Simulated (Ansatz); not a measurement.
```xyz
12
Lattice="3.5713 0.0000 0.0000 -1.7857 5.6835 0.0000 0.0000 0.0000 23.2120" Properties=species:S:1:pos:R:3 pbc="T T T"
S     1.7857    5.5653    7.5000
Pt    0.0000    4.0004    7.7138
S     1.7857    2.4355    7.9276
S     0.0000    3.8823   10.0949
Pt    1.7857    2.3173   10.3087
S     0.0000    0.7524   10.5225
S     1.7857    2.1992   12.6895
Pt    0.0000    0.6343   12.9033
S     0.0000    4.7529   13.1171
S     0.0000    0.5161   15.2844
Pt    0.0000    4.6347   15.4982
S     1.7857    3.0698   15.7120
```

Not relaxed (largest force 1.5 eV/Å).

Level of theory: Ansatz 0.2.0, DFT PBEsol, scalar-relativistic, plane waves, PAW.

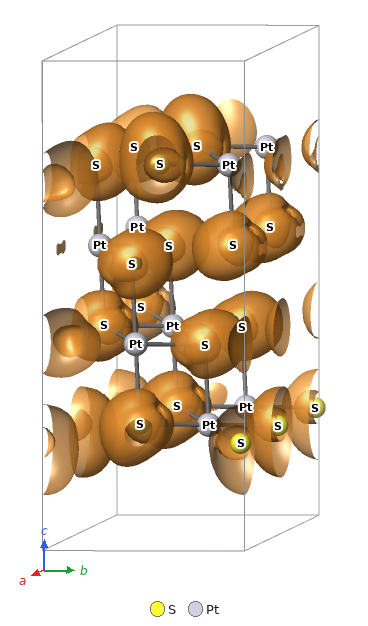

PtS$_{2}$ (slab). Isosurface of the electron localisation function at 0.7 (orange), seen slightly off an axis. Core shells and regions of very low density are left out. Sticks mark near contacts.

Core electrons are frozen (PAW), and the valence fields are smoothed inside the atomic spheres.

Question: Describe the localisation domains.

Answer: The surface consists of eight regions wrapped around S (the valence shell of each), counted in one cell of 12 atoms. Counts are for one cell; the picture repeats the cell along the surface. Along the contacts the grid gives the following. Pt–S (2.38 Å): the ELF peaks at about 0.85 in the valence shell of S, 0.8 Å from its nucleus, and is about 0.45 at the midpoint.

Question: Does the calculation make it a metal, or give it a gap?

Answer: It is metallic or semimetallic at this level of theory: no gap opens.
